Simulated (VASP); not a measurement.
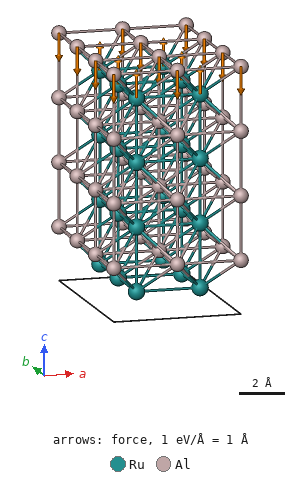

Starting geometry of a slab of composition AlRu with the computed forces as orange arrows. Style: ball-and-stick. Shown: the 2 × 3 repeat of the cell, outlined in the plane, without the vacuum, slightly off an axis.

The run lets the atoms move in a fixed cell. 4 atoms are held fixed.

Theory: VASP 6.6.1, Kohn-Sham DFT of a periodic cell, PBE with D3(BJ), VASP PAW PBE potentials, recommended.

Input file:
```
SYSTEM = AlRu
PREC = Accurate ; ENCUT = 520
EDIFF = 1E-7 ; ISMEAR = -1
SIGMA = 0.05 ; LREAL = .FALSE.
LASPH = .TRUE. ; NELM = 60
ALGO = Fast ; ISIF = 2
LWAVE = .FALSE. ; LCHARG = .FALSE.
LDIPOL = .TRUE. ; IDIPOL = 3
DIPOL = 0.5 0.5 0.500 ; GGA = PE
IVDW = 12 ; IBRION = 2
NSW = 40 ; EDIFFG = -0.01
```

Run as
```bash
cat potpaw_PBE.64/Ru_pv/POTCAR potpaw_PBE.64/Al/POTCAR > POTCAR
mpirun -np 1 vasp_std > vasp.out
```

Is this structure relaxed? If not, where do the atoms go?

Answer. It isn't relaxed: the largest force vector, on Al atoms, is 1.36 eV/Å. The final displacements follow the starting forces only in part (cosine between the two patterns 0.69). An Al atom moves most: 0.25 Å along the normal (−c). By element the largest moves are Al 0.25 Å, Ru 0.04 Å. The cell stays as it was. Near-neighbour distances that change, for instance: Al–Al 2.992 → 2.818 Å, Al–Ru 2.591 → 2.459 Å, Al–Al 2.992 → 2.916 Å, Al–Ru 2.591 → 2.631 Å. After 14 geometry steps the energy has fallen by 0.192 eV per cell of the calculation. Largest force component: 1.4 eV/Å at the start, 0.82 eV/Å at the end.
